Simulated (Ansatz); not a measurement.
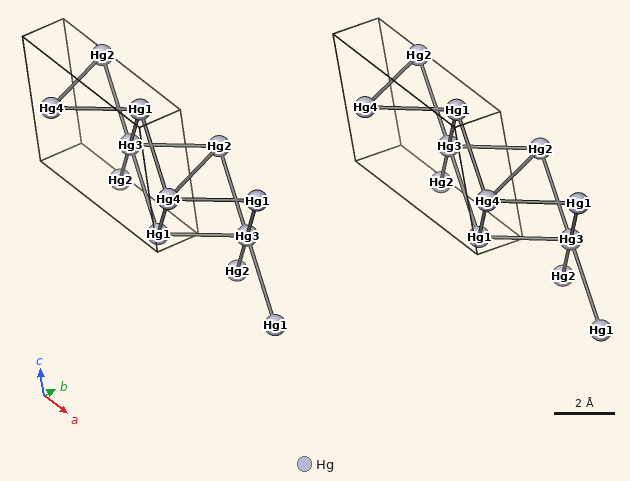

Two geometries of solid Hg (set up in I4/mmm), drawn at one scale. One is the start of a relaxation, the other its converged end. The picture is a ball-and-stick view of the cell of the calculation, repeated 2 × 1 × 1 with one cell outlined, seen slightly off an axis.

Theory: DFT PBEsol, scalar-relativistic, plane waves, PAW in Ansatz. Settings: plane-wave cutoff 420 eV; k-point mesh 12 × 12 × 12; occupations gaussian; smearing width 0.1 eV; no spin polarisation; cell and atoms relaxed; force threshold 0.005 eV/Å; at most 50 steps.

**Which geometry has the lower energy?**

The left one is the relaxed one. Case: relaxed again under DFT PBEsol, scalar-relativistic, plane waves, PAW. The energy falls by 10.6 meV per atom in 6 accepted moves (8 points after the start). All forces vanish by symmetry, so only the cell relaxes. Pressure: −1.71 GPa at the start and 0.00 GPa at the end. The line search rejected the trial step at point 5 of the run. At 1 point the geometry stayed and the basis and grid were re-selected for the new cell (energy shift of 0.4 meV per atom at most each time). No atom moves by more than 0.005 Å relative to the cell. The drawn cell changes as follows: a = b = c 5.237 → 5.082 Å (−3.0 %), α 119.7° → 117.9°, β 119.7° → 117.9°, γ 90.5° → 93.6°; the volume changes by −6.4 %. Among the contacts that change: Hg1–Hg3 3.212 → 3.145 Å. The space group stays I4/mmm (No. 139). Cost: 3.2 min on 1 thread of Intel(R) Xeon(R) Platinum 8559C (Emerald Rapids) (shared host), peak memory 0.84 GiB.
